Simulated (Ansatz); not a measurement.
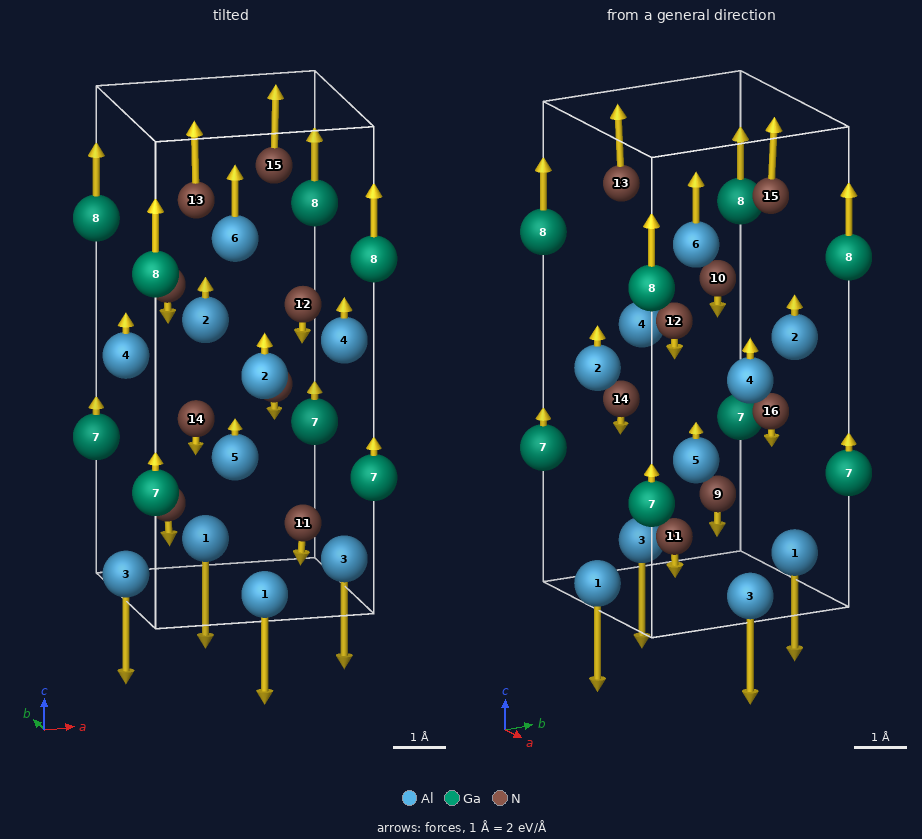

Spheres-only drawing of the structure, looking slightly off an axis and from a general direction. Lines trace the edges of the simulation cell. The arrows are the computed forces on the atoms.

System: Al$_{3}$GaN$_{4}$. Computed with DFT PBEsol, scalar-relativistic, plane waves, PAW in Ansatz. Settings: a cutoff energy of 420 eV, Brillouin-zone sampling on a 5×5×3 mesh, Gaussian smearing of 0.05 eV, no spin polarisation.

Is this an equilibrium geometry?

No. The atoms still feel forces of up to about 3.6 eV/Å, far above a usual threshold of 0.01 to 0.03 eV/Å.

Which atom feels the largest force?

Al1 and Al3, about 3.6 eV/Å.

Its origin is a structure listed in the Materials Project. The cell was then strained or its atoms displaced on purpose. It was run through Ansatz as a DFT input.
